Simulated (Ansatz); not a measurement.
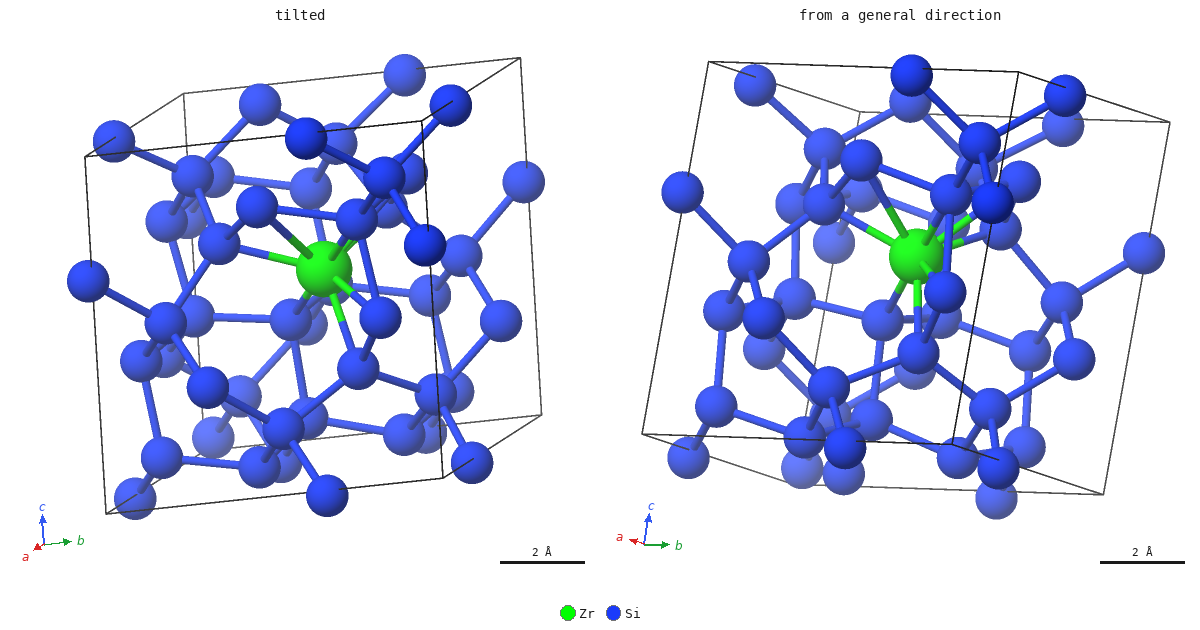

We look at a ball-and-stick model of the crystal slightly off an axis and from a general direction. One supercell is outlined, and atoms on its boundary appear in each equivalent place. The host is Si, in a cell of 36 sites, and the cell carries a charge of +1.

**Describe the defect.**

Zirconium on a silicon site (a substitutional impurity). It is bonded to eight Si at about 2.6 to 3.1 Å.

Setup: Ansatz 0.2.0, DFT PBE, scalar-relativistic, plane waves, PAW; cutoff 420 eV, a 2×2×2 k-point grid, Gaussian smearing of 0.02 eV, collinear spins.

**Is the defect magnetic?**

Yes, 0.5 μB in the cell.

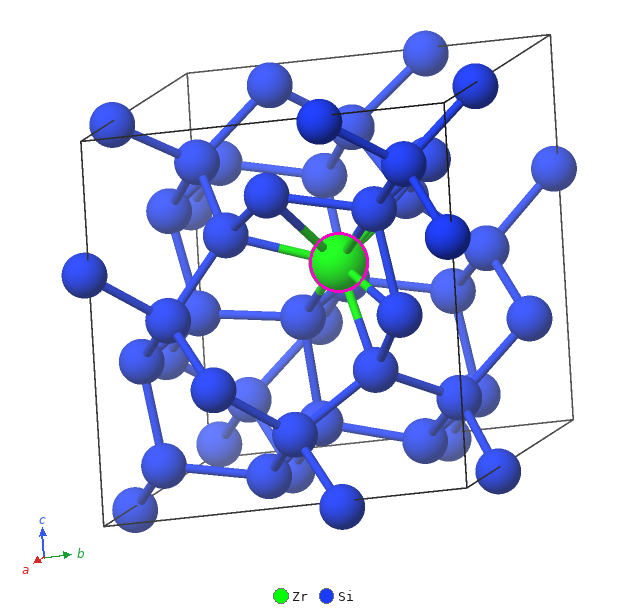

The same cell with a ring at the defect's site.

The atoms were relaxed in the host's cell with DFT PBE, scalar-relativistic, plane waves, PAW (Ansatz 0.2.0).
